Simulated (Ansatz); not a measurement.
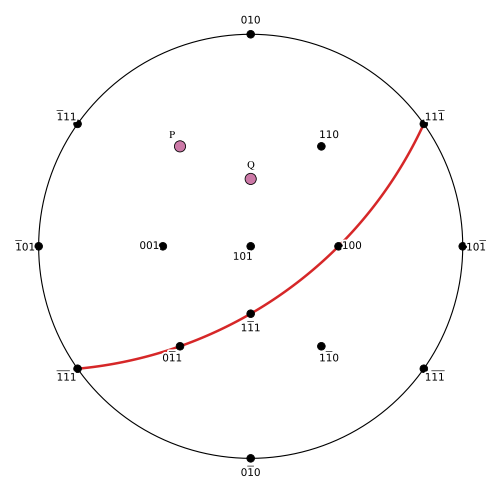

Stereographic projection of plane normals (upper hemisphere) centred on (1 0 1). Crystal: Mg, the input geometry of an electronic-structure calculation (not necessarily at equilibrium); the starting structure was generated, so it need not be a known form of this composition. Symmetry computed with spglib at a tolerance of 0.002 Å; standard conventional cell.

a = 5.725 Å, b = 5.725 Å, c = 5.725 Å, α = 90.00°, β = 90.00°, γ = 90.00°.

Index the poles marked P, Q.

P is (0 1 1), 60.0° from the centre; Q is (1 1 1), 35.3° from the centre.

Which zone does the coloured great circle trace?

The zone [0 1 1]: its poles satisfy k + l = 0.

What is the angle between the normals of (1 0 −1) and (1 −1 −1), and what are their d_hkl = 1/|g|?

35.3°; d = 4.048 Å and 3.305 Å.
